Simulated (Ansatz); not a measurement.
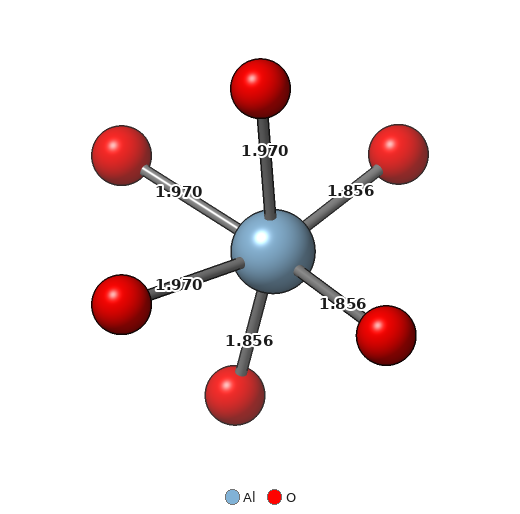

The surroundings of site Al1 (at 0.333, 0.667, 0.315) in Al$_{2}$O$_{3}$ in space group R-3c, with bond lengths in Å.

Origin of the cell: coordinates from a relaxation with Ansatz, DFT, PAW plane waves, r2scan.

```xyz
30
Lattice="4.7588 0.0000 0.0000 -2.3794 4.1213 0.0000 0.0000 0.0000 12.9941" Properties=species:S:1:pos:R:3 pbc="T T T"
Al    0.0000    2.7475    4.0899
Al    2.3794    1.3738    2.4072
Al    0.0000    2.7475    0.2415
Al    0.0000    0.0000    1.9242
O     1.6504    2.6364    1.0828
O     3.8374    1.3738    1.0828
O     1.6504    0.1111    1.0828
O    -1.6504    2.8586    3.2485
O     3.3009    0.0000    3.2485
O     0.7290    1.2626    3.2485
Al    0.0000    0.0000    8.4212
Al    0.0000    2.7475    6.7386
Al    0.0000    0.0000    4.5729
Al    2.3794    1.3738    6.2555
O    -0.7290    4.0101    5.4142
O     1.4579    2.7475    5.4142
O    -0.7290    1.4849    5.4142
O     3.1084    0.1111    7.5799
O     0.9215    1.3738    7.5799
O     3.1084    2.6364    7.5799
Al    2.3794    1.3738   12.7526
Al    0.0000    0.0000   11.0700
Al    2.3794    1.3738    8.9043
Al    0.0000    2.7475   10.5869
O    -0.7290    1.2626    9.7456
O     1.4579    0.0000    9.7456
O     1.6504    2.8586    9.7456
O     0.7290    1.4849   11.9113
O    -1.4579    2.7475   11.9113
O     0.7290    4.0101   11.9113
```

Bond valence s = exp((R0 − d)/b), R0 fitted to published crystal structures with b = 0.37 Å; R0 in Å: Al3+–O 1.637.

> Calculate the bond-valence sum of Al1 from the bonds drawn.

3 × 0.553 + 3 × 0.407 = 2.88 v.u., against a formal valence of 3: underbonded (bonds long for this ion) by 0.12.

> And over the whole structure?

```
site              x, y, z  formal valence  bond-valence sum  difference
 Al1  0.333, 0.667, 0.315              +3              2.98       -0.02
  O1  0.667, 0.640, 0.083              −2              1.99       -0.01
```

These sums include all anions within 5 Å. The global instability index (root mean square of the differences over all atoms) is 0.02 v.u.: little strain.
